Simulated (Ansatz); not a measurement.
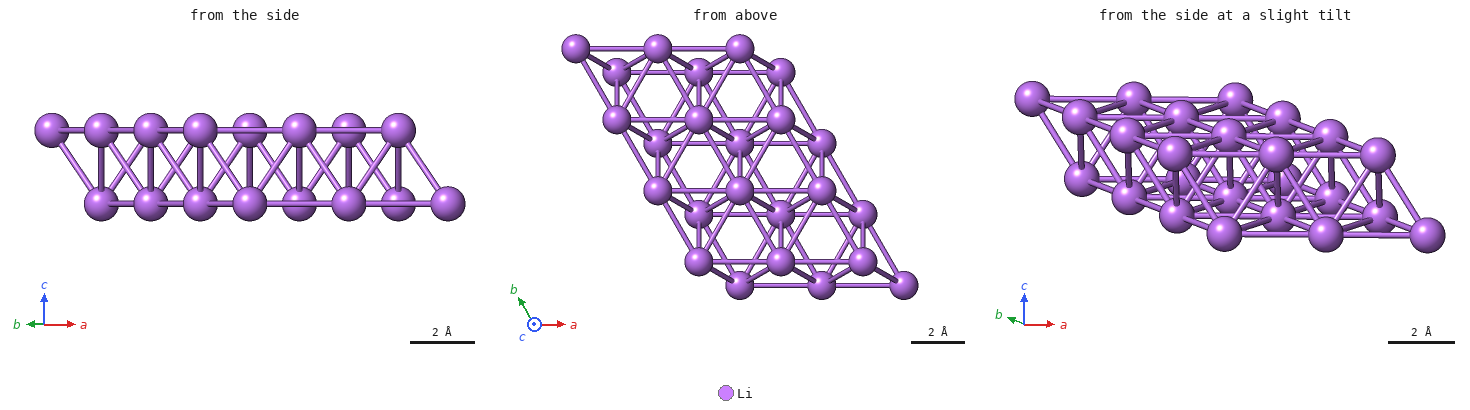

A ball-and-stick picture of a periodic sheet, seen from the side, from above and from the side at a slight tilt. The surface normal points up in side views; the vacuum is left out. 3×4 cells are drawn in the plane, with atoms at the edges repeated.

The cell holds 2 Li.

### What is the thickness of the slab?

About 2.3 Å from the lowest to the highest atom.

### What layers make up the slab, from top to bottom?

Two planes: Li / Li.

The structure was taken from a structure type filled with this element by a generator (whether the element takes this form wasn't checked). The geometry was optimised with DFT PBE, scalar-relativistic, plane waves, PAW (Ansatz).
